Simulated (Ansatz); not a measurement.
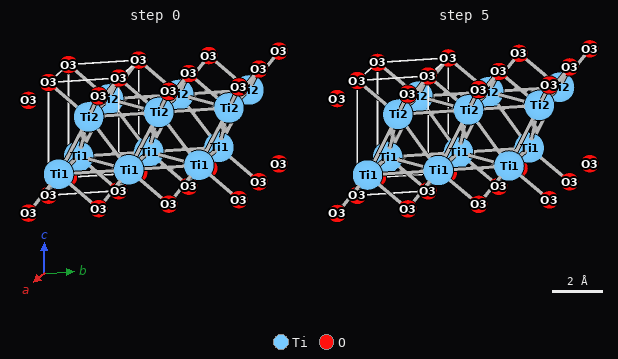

The structure of crystalline Ti₂O (set up in P-3m1) before (left) and after (right) a relaxation, at one scale.

A ball-and-stick model of the cell of the calculation, repeated 2 × 3 × 1 with one cell outlined, seen slightly off an axis.

Case: dispersion relaxed: r2SCAN, rVV10.

Method: DFT r2SCAN+rVV10, scalar-relativistic, plane waves, PAW (Ansatz 0.2.0). Settings: plane-wave cutoff 500 eV; k-point mesh 18 × 18 × 10; occupations gaussian; smearing width 0.1 eV; no spin polarisation; cell and atoms relaxed; force threshold 0.01 eV/Å; at most 60 steps.

What changed between the two?

After 4 accepted moves (5 points after the start) the energy has fallen by 27.2 meV per atom. The largest force component goes from 1.1 to 0.0021 eV/Å. The pressure goes from 7.53 to 0.01 GPa. At 1 point the geometry stayed and the basis and grid were re-selected for the new cell (energy shift of 0.3 meV per atom at most each time). The largest moves relative to the cell, 0.048 Å, are those of Ti1 and Ti2. Ti2 goes along +c. O stays in place. The volume changes by +3.7 %, with a = b 2.919 → 2.945 Å (+0.9 %), c 4.713 → 4.802 Å (+1.9 %). Some distances before and after: Ti1–Ti2 2.682 → 2.797 Å, Ti1–Ti2 (another image) 3.122 → 3.091 Å, Ti1–Ti1 2.919 → 2.945 Å. The space group stays P-3m1 (No. 164). The run took 5.6 min on 1 thread of Intel(R) Xeon(R) Processor @ 2.50GHz (Skylake/Cascade Lake), on a shared host, peak memory 0.69 GiB.
